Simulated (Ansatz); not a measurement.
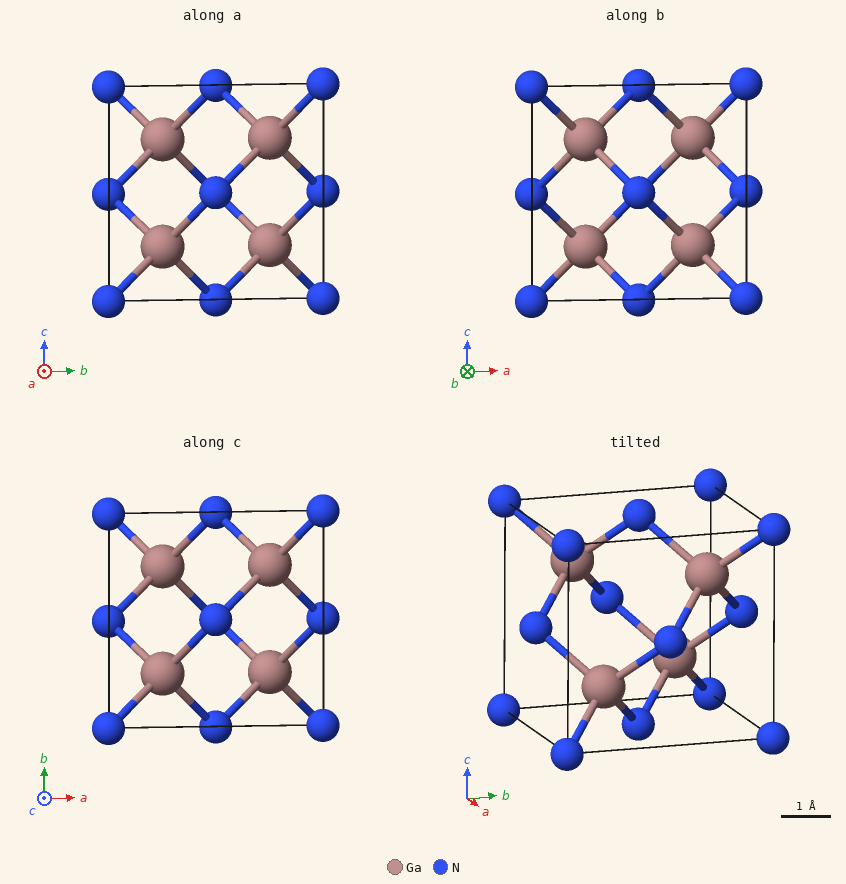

Crystal structure, ball-and-stick style, seen along the a axis, along the b axis, along the c axis and slightly off an axis. Thin lines show the drawn cell (a repeat of the simulation cell), with boundary atoms drawn in all their periodic places.

Lattice parameters: a = 4.463 Å, b = 4.463 Å, c = 4.463 Å, α = 89.16°, β = 89.16°, γ = 89.16°. Put a along x and b in the xy plane.

Q: Write down what is shown as a POSCAR file, with free fractional coordinates to two decimals.

A:
```
Ga N
1.0
     4.463    0.000    0.000
     0.066    4.463    0.000
     0.066    0.065    4.462
Ga N
4 4
Direct
  0.75 0.25 0.25
  0.25 0.75 0.25
  0.25 0.25 0.75
  0.75 0.75 0.75
  0.00 0.50 0.50
  0.50 0.00 0.50
  0.50 0.50 0.00
  0.00 0.00 0.00
```

The initial geometry was a structure type filled with these elements by a generator (whether the compound takes this form wasn't checked). The cell was then strained or its atoms displaced on purpose. It was the input of a calculation with Ansatz.

At this level of theory the cell isn't at rest (compressed, at 5 GPa), so its distances can differ from those at equilibrium, the more so the softer the solid.
